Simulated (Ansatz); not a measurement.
# Calculations on MoS2

**1. Relaxation**

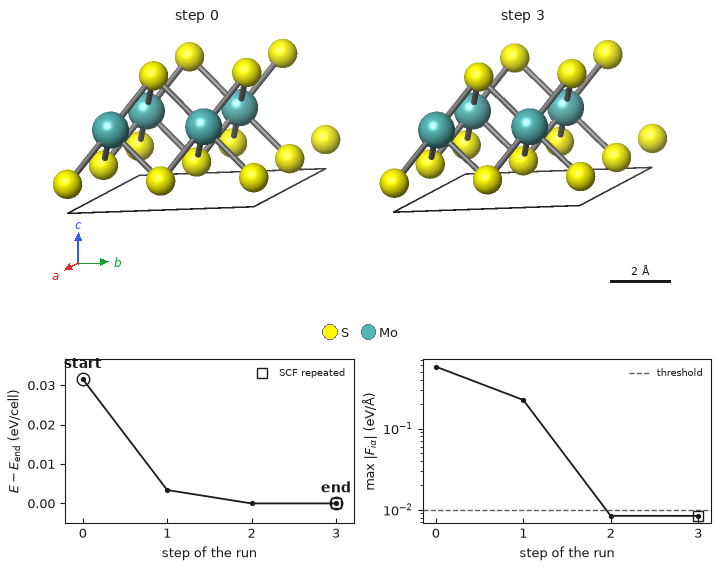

First and last geometry of a relaxation of a slab of composition MoS$_{2}$, with the history of the run. The picture is a ball-and-stick view of the 2 × 2 repeat of the cell, outlined in the plane, without the vacuum, seen slightly off an axis.

Case: strain along x +0.050, atoms relaxed.

All numbers below come from DFT PBE+D3(BJ), scalar-relativistic, plane waves, PAW in Ansatz 0.2.0.

Input file:
```yaml
crystal:
  lattice:
    - [3.2924666292, 0.0, 0.0]
    - [-1.6462333146, 2.7155807067, 0.0]
    - [0.0, 0.0, 32.411572309]
  atoms:
    - { symbol: S, position: [0.0, 0.0, 0.4503774709] }
    - { symbol: Mo, position: [0.6666666667, 0.3333333333, 0.5] }
    - { symbol: S, position: [0.3333333333, 0.6666666667, 0.5496225291] }
  periodic: [true, true, false]
basis:
  ecutwfc: 420
kpoints:
  mp_grid: { grid: [18, 18, 1] }
  band_path:
    path:
      - [0, 0, 0]
      - [0.5, 0, 0]
      - [0.3333333333333, 0.3333333333333, 0]
      - [0, 0, 0]
    npoints: 8
hamiltonian:
  xc: pbe
  dispersion: d3bj
scf:
  occupations: { method: gaussian, width: 0.1 }
output:
  forces: true
  stress: true
  eigenvalues: true
  write_density: true
  write_potential: true
  elf: true
  volumetric_format: npy
relax:
  adjacent_minimum: "off"
  f_tol: 0.01
  max_steps: 40
```

Launched with:
```bash
ansatz run input.yaml --threads 2 --pin off --max-ram 5120MiB --backend cpu --events-out ev --progress --plain --runs-dir out
```

**What do the curves and the structures tell?**

It converged. Over 2 accepted moves (3 points after the start) the energy falls by 31.6 meV per cell of the calculation. The largest force component goes from 0.58 to 0.0084 eV/Å. 1 step only repeated the SCF at the same geometry. The largest moves, 0.052 Å, are those of S1 and S3. S1 goes at 34° to the normal (+c side). Mo stays in place. The lattice vectors keep their values. Among the contacts that change: Mo2–S3 2.473 → 2.435 Å, Mo2–S3 (another image) 2.422 → 2.416 Å.

**2. Relaxation**

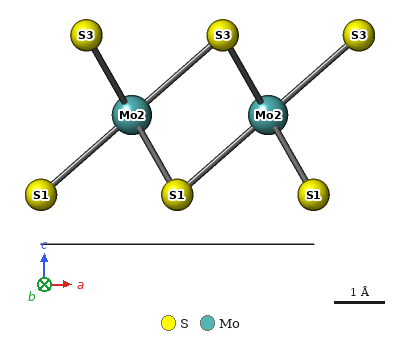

This is the input geometry for a relaxation of a slab of composition MoS$_{2}$. The picture is a ball-and-stick view of the 2 × 2 repeat of the cell, outlined in the plane, without the vacuum, seen along the b axis.

Case: strain along y +0.050, atoms relaxed.

Theory: DFT PBE+D3(BJ), scalar-relativistic, plane waves, PAW in Ansatz.

Input file:
```yaml
crystal:
  lattice:
    - [3.135682504, 0.0, 0.0]
    - [-1.567841252, 2.851359742, 0.0]
    - [0.0, 0.0, 32.411572309]
  atoms:
    - { symbol: S, position: [0.0, 0.0, 0.4503774709] }
    - { symbol: Mo, position: [0.6666666667, 0.3333333333, 0.5] }
    - { symbol: S, position: [0.3333333333, 0.6666666667, 0.5496225291] }
  periodic: [true, true, false]
basis:
  ecutwfc: 420
kpoints:
  mp_grid: { grid: [18, 18, 1] }
  band_path:
    path:
      - [0, 0, 0]
      - [0.5, 0, 0]
      - [0.3333333333333, 0.3333333333333, 0]
      - [0, 0, 0]
    npoints: 8
hamiltonian:
  xc: pbe
  dispersion: d3bj
scf:
  occupations: { method: gaussian, width: 0.1 }
output:
  forces: true
  stress: true
  eigenvalues: true
relax:
  adjacent_minimum: "off"
  f_tol: 0.01
  max_steps: 40
```

Run as
```bash
ansatz run input.yaml --threads 2 --pin off --max-ram 5120MiB --backend cpu --events-out ev --progress --plain --runs-dir out
```

**What does the optimiser find from here?**

The largest moves, 0.053 Å, are those of S1 and S3. S1 goes at 38° to the normal (+c side). Mo stays in place. The cell stays as it was. Some distances before and after: Mo2–S3 2.490 → 2.438 Å, Mo2–S3 (another image) 2.439 → 2.424 Å. The energy falls by 31.7 meV per cell of the calculation in 3 accepted moves (4 points after the start). The largest force component goes from 0.58 to 0.0053 eV/Å. 1 step only repeated the SCF at the same geometry.

The end point in the same view:

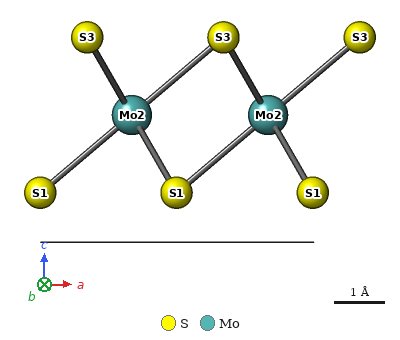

**3. A change**

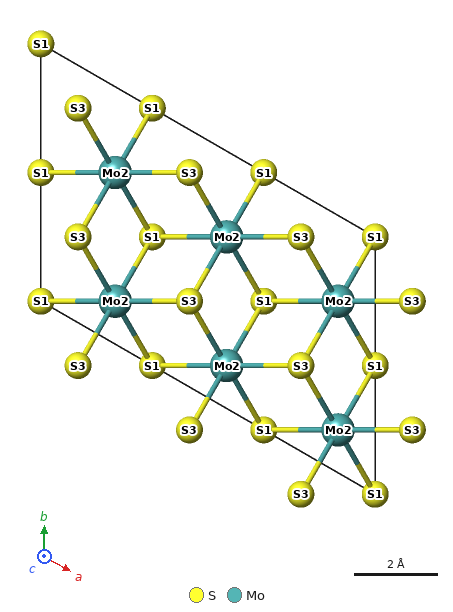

The starting point is a slab of composition MoS2 (cut from the R-3m phase). A ball-and-stick model of the 3 × 2 repeat of the cell, outlined in the plane, without the vacuum, seen along the c axis.

These are results of Ansatz, DFT PBE+D3(BJ), scalar-relativistic, plane waves, PAW, not measurements. (plane-wave cutoff 420 eV; k-point mesh 18 × 18 × 1; occupations gaussian; smearing width 0.1 eV; no spin polarisation)

Now this is done to it. The sheet is strained in its plane (along x) by −2.0 %. The atoms are relaxed.

The input:
```yaml
crystal:
  lattice:
    - [3.0729688539, 0.0, 0.0]
    - [-1.536484427, 2.7155807067, 0.0]
    - [0.0, 0.0, 32.411572309]
  atoms:
    - { symbol: S, position: [0.0, 0.0, 0.4503774709] }
    - { symbol: Mo, position: [0.6666666667, 0.3333333333, 0.5] }
    - { symbol: S, position: [0.3333333333, 0.6666666667, 0.5496225291] }
  periodic: [true, true, false]
basis:
  ecutwfc: 420
kpoints:
  mp_grid: { grid: [18, 18, 1] }
  band_path:
    path:
      - [0, 0, 0]
      - [0.5, 0, 0]
      - [0.3333333333333, 0.3333333333333, 0]
      - [0, 0, 0]
    npoints: 8
hamiltonian:
  xc: pbe
  dispersion: d3bj
scf:
  occupations: { method: gaussian, width: 0.1 }
output:
  forces: true
  stress: true
  eigenvalues: true
  write_density: true
  write_potential: true
  elf: true
  volumetric_format: npy
relax:
  adjacent_minimum: "off"
  f_tol: 0.01
  max_steps: 40
```

Run as
```bash
ansatz run input.yaml --threads 2 --pin off --max-ram 5120MiB --backend cpu --events-out ev --progress --plain --runs-dir out
```

> Predict the response.

It costs 3.6 meV per atom. In the plane the drawn cell goes a 9.407 → 9.219 Å (−2.0 %), b 6.271 → 6.240 Å (−0.5 %). The largest moves relative to the cell and the layer's centre, 0.021 Å, are those of S1 and S3. S3 goes at 37° to the normal (+c side). Mo stays in place. Some distances before and after: Mo–S 2.422 → 2.417 to 2.423 Å. The space group (tolerance 0.01 Å) goes from P-3m1 (No. 164) to C2/m (No. 12).

The changed structure in the same view:

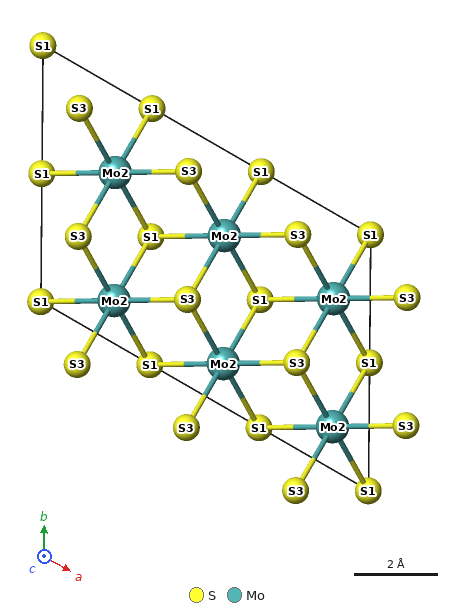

**4. Series**

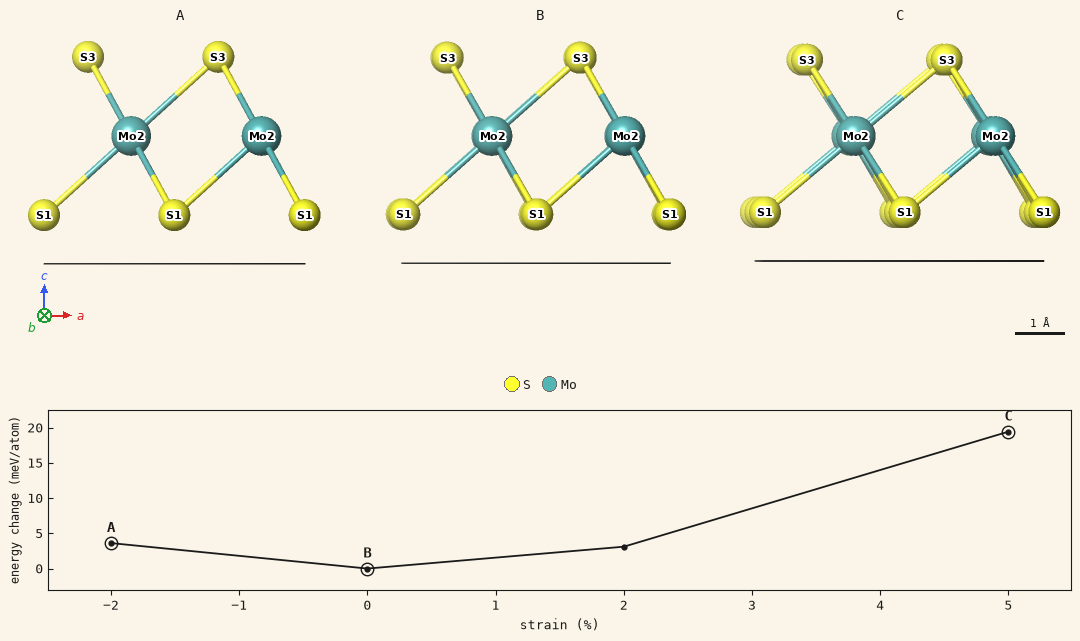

Members of a series of calculations on a slab of composition MoS2 (cut from the R-3m phase), marked on the first curve. A ball-and-stick model of the 2 × 2 repeat of the cell, outlined in the plane, without the vacuum, seen along the b axis.

Level of theory: Ansatz 0.2.0, DFT PBE+D3(BJ), scalar-relativistic, plane waves, PAW. Set-up: plane-wave cutoff 420 eV; k-point mesh 18 × 18 × 1; occupations gaussian; smearing width 0.1 eV; no spin polarisation.

Which kind of strain is it, and how does the structure respond?

Answer. A sheet under strain in its plane, along x. A (strain −2.0 %): energy change 3.6 meV/atom. B (strain 0.0 %): energy change 0.0 meV/atom. C (strain 5.0 %): energy change 19.4 meV/atom. The rest compares A with C. In the plane the drawn cell goes a 6.146 → 6.585 Å (+7.1 %), b 6.240 → 6.351 Å (+1.8 %). Among the bonded contacts that change: Mo–S 2.419 → 2.416 to 2.435 Å.

**5. Series**

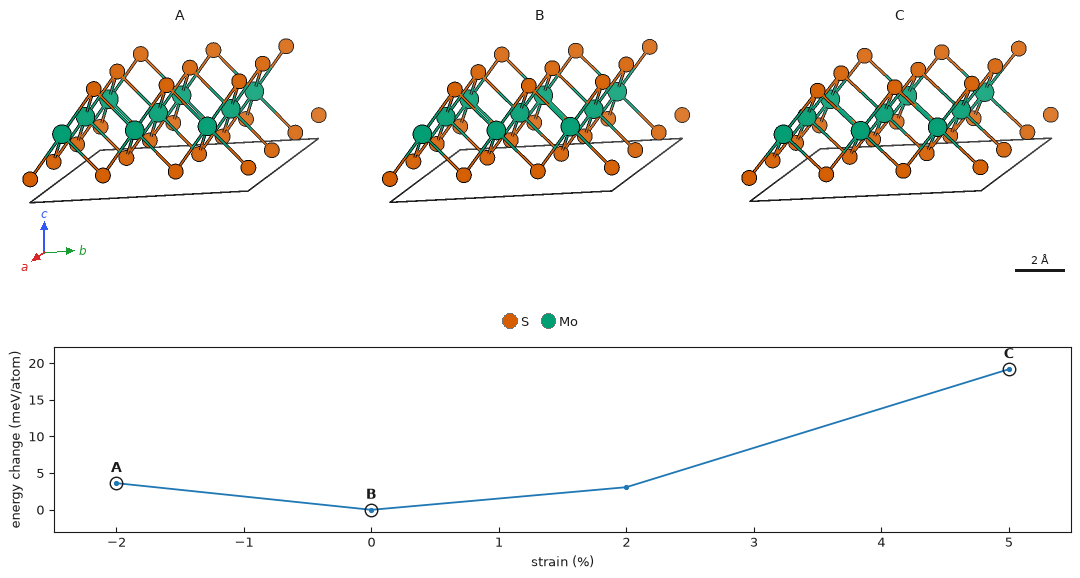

Members of a series of calculations on a slab of composition MoS2 (cut from the R-3m phase), marked on the first curve. Style: ball-and-stick. Shown: the 3 × 3 repeat of the cell, outlined in the plane, without the vacuum, slightly off an axis.

Method: Ansatz 0.2.0, DFT PBE+D3(BJ), scalar-relativistic, plane waves, PAW. (plane-wave cutoff 420 eV; k-point mesh 18 × 18 × 1; occupations gaussian; smearing width 0.1 eV; no spin polarisation)

Q: Which kind of strain is it, and how does the structure respond?

A: A sheet under strain in its plane, along x. A (strain −2.0 %): energy change 3.6 meV/atom. B (strain 0.0 %): energy change 0.0 meV/atom. C (strain 5.0 %): energy change 19.2 meV/atom. The rest compares A with C. In the plane the drawn cell goes a 9.407 → 9.407 Å (0.0 %), b 9.266 → 9.762 Å (+5.3 %). Among the bonded contacts that change: Mo–S 2.419 → 2.424 to 2.438 Å.
